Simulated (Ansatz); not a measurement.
**Run report: SiO₂, field-gradient calculation (part 1 of 2)**

- system: SiO₂ (18 atoms in the cell)
- method: DFT, r2SCAN, plane-wave PAW, default files, scalar-relativistic, no spin polarisation (Ansatz 0.2.0)

The structure derives from a Materials Project entry. It belongs to a series of runs on one base structure; here: functional r2SCAN.

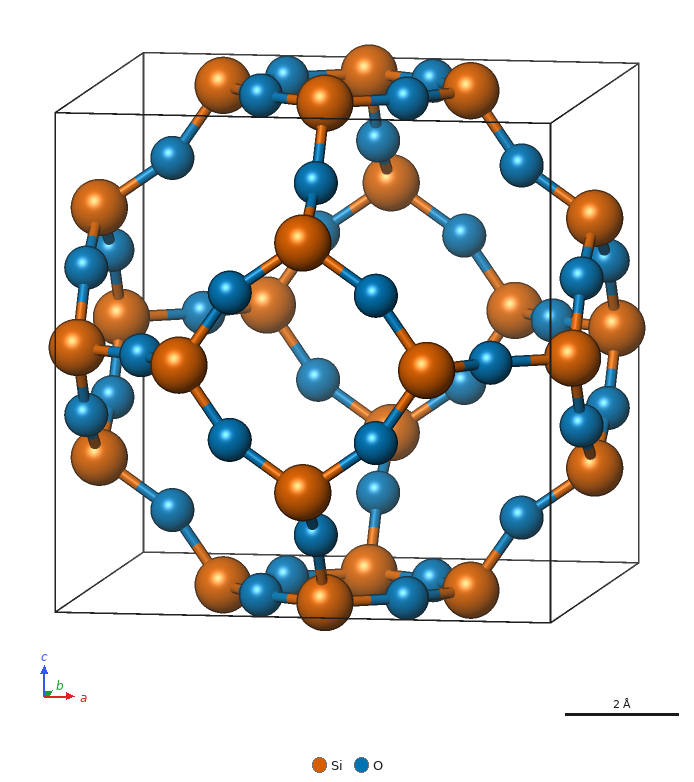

*The structure as given in the input (ball-and-stick view of the cell 2 times as large as that of the calculation, set on its symmetry axes, seen slightly off an axis).*

Input file
```yaml
crystal:
  lattice:
    - [-4.469619345, 4.469619345, 4.469619345]
    - [4.469619345, -4.469619345, 4.469619345]
    - [4.469619345, 4.469619345, -4.469619345]
  atoms:
    - { symbol: Si, position: [0.5, 0.25, 0.75] }
    - { symbol: Si, position: [0.5, 0.75, 0.25] }
    - { symbol: Si, position: [0.25, 0.75, 0.5] }
    - { symbol: Si, position: [0.75, 0.25, 0.5] }
    - { symbol: Si, position: [0.25, 0.5, 0.75] }
    - { symbol: Si, position: [0.75, 0.5, 0.25] }
    - { symbol: O, position: [0.35252394, 0.0, 0.64747606] }
    - { symbol: O, position: [0.64747606, 0.64747606, 0.29495212] }
    - { symbol: O, position: [0.35252394, 0.64747606, 0.0] }
    - { symbol: O, position: [0.35252394, 0.70504788, 0.35252394] }
    - { symbol: O, position: [0.64747606, 0.29495212, 0.64747606] }
    - { symbol: O, position: [0.0, 0.35252394, 0.64747606] }
    - { symbol: O, position: [0.70504788, 0.35252394, 0.35252394] }
    - { symbol: O, position: [0.64747606, 0.35252394, 0.0] }
    - { symbol: O, position: [0.0, 0.64747606, 0.35252394] }
    - { symbol: O, position: [0.29495212, 0.64747606, 0.64747606] }
    - { symbol: O, position: [0.35252394, 0.35252394, 0.70504788] }
    - { symbol: O, position: [0.64747606, 0.0, 0.35252394] }
kpoints:
  mp_grid: { grid: [4, 4, 4] }
scf:
  occupations: { method: fermi_dirac, width: 0.02 }
hamiltonian:
  xc: r2scan
  pseudopotentials: { kind: paw }
output:
  forces: true
  stress: true
  populations: true
  efg: { quadrupole_moments_barn: { O: -0.02558 }, contact_densities: true }
  write_density: true
  write_potential: true
  elf: true
  volumetric_format: npy
```

Launch command:
```bash
ansatz run input.yaml --threads 1 --pin off --max-ram 2560MiB --backend cpu --events-out ev --progress --plain --runs-dir out
```

What the program printed
```
Engine: ansatz 0.2.0, aarch64-unknown-linux-gnu
Pseudopotentials: kind: paw
Pseudopotential: Si, paw, valence charge 4, recommended cutoff 500 eV (meta_gga), Si.paw.azcp
Pseudopotential: O, paw, valence charge 6, recommended cutoff 500 eV (meta_gga), O.paw.azcp
Functional definition: r2SCAN
  parameter k0 = 0.174
  parameter k1 = 0.065
  parameter a1 = 4.9479
  exchange = r2scan_x(k0 = k0, k1 = k1, a1 = a1)
  correlation = r2scan_c
Crystal: 18 atoms, lattice volume = 357.167 Å³
Basis set: ecut = 500 eV, 8949 PW (Γ), exchange–correlation on 240×240×240 points (64 copies of the dense FFT grid, shifted against one another)
Bands: 66, of which v1, the nominal top of the filled ones, is band 48 counted from 1 (47 counted from 0)
Symmetry: 48 space group operations
Space group: Im-3m (ITA 229), of the structure as read, at distance tolerance 7.1e-5 Å
k-points: 8 of 64
Non-local potential: Si, projectors of the file, l = 0: 2, l = 1: 2, l = 2: 2
Non-local potential: O, projectors of the file, l = 0: 2, l = 1: 2, l = 2: 1
PAW form: soft (Blöchl's): semilocal exchange-correlation on the pseudo side does not see the compensation charge
PAW frozen core: Si, regenerated for the run's functional (the file was generated under x = pbe(κ = 0.804, μ = 0.2195149727645171), c = pbe(β = 0.06672455060314922))
PAW frozen core: O, regenerated for the run's functional (the file was generated under x = pbe(κ = 0.804, μ = 0.2195149727645171), c = pbe(β = 0.06672455060314922))
PAW one-centre angular grid: Si, 302 points (default); XC on 160 Gauss nodes
PAW one-centre angular grid: O, 302 points (default); XC on 160 Gauss nodes
Initial density: superposition of atomic densities (neutral atoms: chi_scale 0, normalization atom), corrected by the library's trained network
Initial wavefunctions: pseudopotential atomic-orbital guess
Functional: x = r2scan, c = r2scan; τ floored in thin density (d = 2e-4 eV/Å³)
SCF iter   1: F=—  HF=-10679.711273 eV  |F-HF|=—  |Δ(HF+E_count)|=         —  Δρ=5.58e-3  dr2=1.06e-1  dr2_τ=1.59e0  ethr=1.77e-3  ⟨swp⟩=7.8  Hψ=2793  notcnv=0  defer=13
preconditioner: auto → Resta (q_TF=auto, 2.192 Å⁻¹)  ε∞=2.2  [insulator: Δε(μ)=6.377 eV  Ē_g=17.687 eV  σ=0.020 eV  W_gap=1.00  n_scr=54 (ndim 8)  ℏωp=19.3 eV  f_vac=0.409  D(μ)=0.00/eV (n_scr^D=0)  ε∞_Penn≈2.2  vacuum switching on, ρ_ref=2.3e-2 e/Å³]
SCF iter   2: F=—  HF=-10680.221010 eV  |F-HF|=—  |Δ(HF+E_count)|=   5.10e-1  Δρ=3.61e-3  dr2=2.72e-2  dr2_τ=2.66e-3  ethr=1.11e-4  ⟨swp⟩=3.1  Hψ=1087  notcnv=0  defer=98
SCF iter   3: F=—  HF=-10680.221762 eV  |F-HF|=—  |Δ(HF+E_count)|=   7.52e-4  Δρ=5.60e-4  dr2=1.03e-3  dr2_τ=3.31e-4  ethr=2.84e-5  ⟨swp⟩=3.9  Hψ=817  notcnv=0  defer=98
SCF iter   4: F=—  HF=-10680.221865 eV  |F-HF|=—  |Δ(HF+E_count)|=   1.02e-4  Δρ=1.62e-4  dr2=5.78e-5  dr2_τ=5.10e-6  ethr=1.08e-6  ⟨swp⟩=2.8  Hψ=863  notcnv=0  defer=98
SCF iter   5: F=—  HF=-10680.222169 eV  |F-HF|=—  |Δ(HF+E_count)|=   3.05e-4  Δρ=5.91e-5  dr2=1.16e-5  dr2_τ=5.89e-7  ethr=6.02e-8  ⟨swp⟩=2.0  Hψ=914  notcnv=0  defer=98
SCF iter   6: F=—  HF=-10680.222170 eV  |F-HF|=—  |Δ(HF+E_count)|=   5.97e-7  Δρ=2.76e-5  dr2=2.59e-6  dr2_τ=3.86e-8  ethr=1.21e-8  ⟨swp⟩=2.0  Hψ=814  notcnv=0  defer=98
SCF iter   7: F=—  HF=-10680.222170 eV  |F-HF|=—  |Δ(HF+E_count)|=   5.71e-8  Δρ=7.34e-6  dr2=1.79e-7  dr2_τ=3.42e-9  ethr=2.69e-9  ⟨swp⟩=3.0  Hψ=910  notcnv=0  defer=98
SCF iter   8: F=-10680.222170 eV  HF=-10680.222170 eV  |F-HF|=1.55e-9  |Δ(HF+E_count)|=   1.11e-8  Δρ=1.09e-6  dr2=3.89e-9  dr2_τ=7.44e-11  ethr=1.04e-10  ⟨swp⟩=20.0  Hψ=4631  notcnv=0
SCF 1 converged in 8 iterations: F = -10680.222170 eV  dr2 = 3.89e-9
  greatest PAW one-centre occupation: 0.868 electrons in one spin orbital (limit 2), on the O atom at site 17 (counted from 0), in its partial waves of l = 0
```

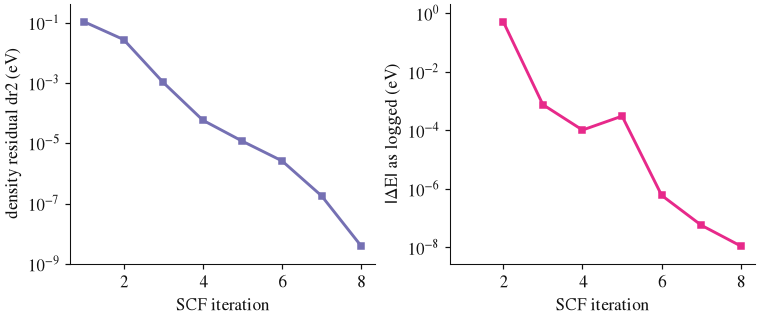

*Convergence of the self-consistent field: density residual dr2 and size of the energy change against the SCF iteration.*

The residual falls at every step.

```
WARN: The output density's exchange-correlation potential varies sharply where the density is thin. Do not read a vacuum level from v_tot or v_xc, or from such a field of the output density. On a cell that repeats whose density bears no net charge and no dipole along the vacuum's axis use v_es (v_loc + v_h of the components); under efield.dipole_correction with no amplitude use v_es + v_field, which holds any external_charges[].barrier, or the levels of the report's work_function block, which leave it out; under a non-zero efield.amplitude the vacuum is tilted and has no level; on a cell that repeats and bears such a dipole with no correction it is tilted too, and efield.dipole_correction with no amplitude gives each side of its ramp a level where efield: is served; in a cell that repeats whose density bears a net charge (total_charge, or a fill off its count) it is curved and has none; of a slab under crystal.periodic whose density bears no net charge use v_es, which has a level on each side, short of where the two are joined; of another it falls or rises all the way out and has none; of a slab beside external_charges read slab_vacuum_level instead, which it has where they leave it neutral. The grid or the basis barely resolves most such structure, and the values can differ between equally converged runs; as a rule a tighter scf.convergence.dr2_threshold does not remove it. Where the density itself ripples (under the LDA too) a higher basis.ecutwfc lessens it. The files hold the spikes' plane waves up to the density's cutoff. Files: v_tot_of_output_density and the like, and their columns of v_z.tsv (output.write_potential); v_xc_of_output_density and the like, and their columns of v_comp_z.tsv (output.write_potential_components). Measured: with its Gaussian average of σ = 0.25 Å subtracted twice, the exchange-correlation potential is over 0.1 eV at 509 of the grid points where the equally averaged density (valence and model cores) is under 1e-3 e/Å³, and 5.39 eV at the most among them, at an averaged density of 6.6e-6 e/Å³. The input density's (outcome.potential() and, of a run that writes arrays, v_tot and v_xc) is over 0.1 eV, so measured, at 509 points of its own thin density, 5.38 eV at the most. See output.write_potential in the manual, Limitations
SCF converged after 8 iterations
Free energy (F): -10680.222170 eV
Harris-Foulkes:  -10680.222170 eV  (|F-HF|=1.55e-9)
Internal energy: -10680.222170 eV  (E = F + TS)
E sigma→0 (E₀):  -10680.222170 eV
Fermi energy:    1.765936 eV
--- Per-component energies (eV) ---
  E_band       = -834.188935
  E_kinetic    = 2433.027053
  E_local      = -9902.680930  (includes V_loc(G=0)·N_el)
  E_nonlocal   = 708.053777
  E_hartree    = 3947.096833
  E_xc         = -1199.296244
  E_vxc        = -1588.211120  (∫ρ·V_xc dr)
  E_paw        = -5052.887973  (= ΣΔE_a)
  E_vpaw       = -479.212866  (= ΣTr[D̂ρ^β])
  E_aug_tail   = 0.012765  (compensation charges beyond the density's cutoff)
  E_vtau       = 100.631694  (kinetic-family band-sum trace: ∫τ·v_τ [+ j·A + Jᵃ·Aᵃ] dr)
  E_ewald      = -1612.705561
  E_core_change = -0.841889  (= ΣΔE_core)
  E_smearing   = -0.000000  (= −TS)
  E_closure    = 0.000000  (closes the sum)
  Σ components = -10680.222170   (vs F -10680.222170, Δ=0.00e0)
--- Forces (eV/Å), atoms counted from 1 ---
  atom   1  Si     0.00000000    -0.00000000    -0.00000000
  atom   2  Si    -0.00000000     0.00000000     0.00000000
  atom   3  Si     0.00000000    -0.00000000     0.00000000
  atom   4  Si    -0.00000000    -0.00000000    -0.00000000
  atom   5  Si     0.00000000    -0.00000000    -0.00000000
  atom   6  Si    -0.00000000     0.00000000    -0.00000000
  atom   7  O      0.01737609    -0.00000000    -0.01737609
  atom   8  O      0.01737609     0.01737609     0.00000000
  atom   9  O      0.01737609    -0.01737609    -0.00000000
  atom  10  O     -0.01737609     0.00000000    -0.01737609
  atom  11  O      0.01737609    -0.00000000     0.01737609
  atom  12  O      0.00000000     0.01737609    -0.01737609
  atom  13  O     -0.00000000    -0.01737609    -0.01737609
  atom  14  O     -0.01737609     0.01737609     0.00000000
  atom  15  O     -0.00000000    -0.01737609     0.01737609
  atom  16  O      0.00000000     0.01737609     0.01737609
  atom  17  O     -0.01737609    -0.01737609    -0.00000000
  atom  18  O     -0.01737609     0.00000000     0.01737609
  max |Σ_I F_I| component: 1.73e-17 eV/Å
--- Stress (GPa, compression-positive) ---
        0.045080      -0.000000       0.000000
       -0.000000       0.045080       0.000000
        0.000000       0.000000       0.045080
  P = ⅓ Tr σ = 0.0451 GPa (0.451 kbar)
```
